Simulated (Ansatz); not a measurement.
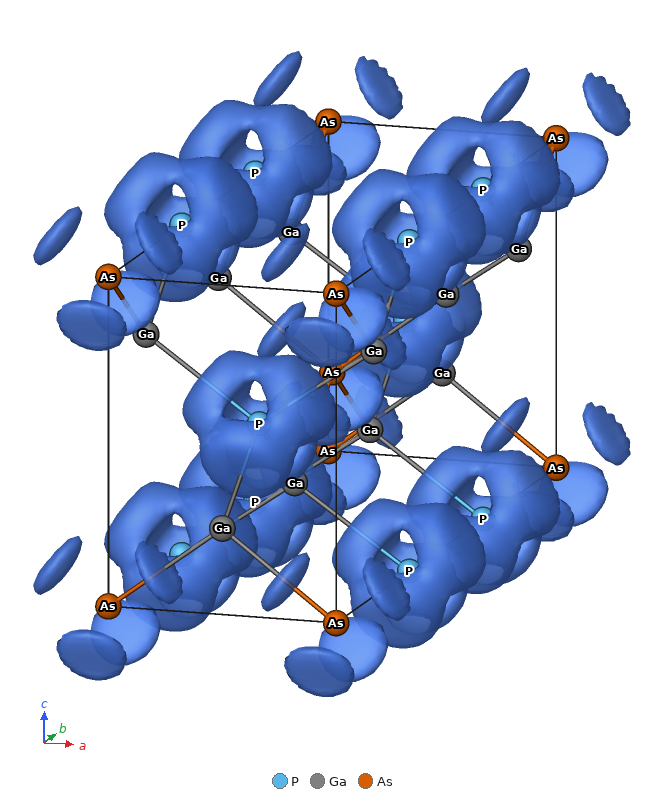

*Ga$_{3}$AsP$_{2}$. Isosurface of the ELF at 0.75 (blue), seen slightly off an axis. Core shells and regions of very low density are left out. Sticks mark near contacts.*

Space group Imm2; started from the ordered alloy on zincblende lattice prototype, which need not be the ambient phase.

The calculation used DFT, PBE0, plane waves, PAW in Ansatz 0.2.0.

What do the ELF domains correspond to?

The surface consists of eight regions between bonded As–Ga atoms (shared pairs) and four regions on P in which the atom's valence shell and bonds are merged, counted in one cell of 12 atoms. Any copies at cell faces, edges or corners count once. Along the contacts the grid gives the following. Ga–P (2.36 Å): the ELF peaks at about 0.90 between the atoms, as expected for a covalent bond. Ga–As (2.43 Å): the ELF peaks at about 0.80 between the atoms; a covalent bond.

Does the calculation give a band gap?

It is gapped, with a Kohn–Sham gap of 2.8 eV on the k-point mesh, an upper bound to the gap of this method.
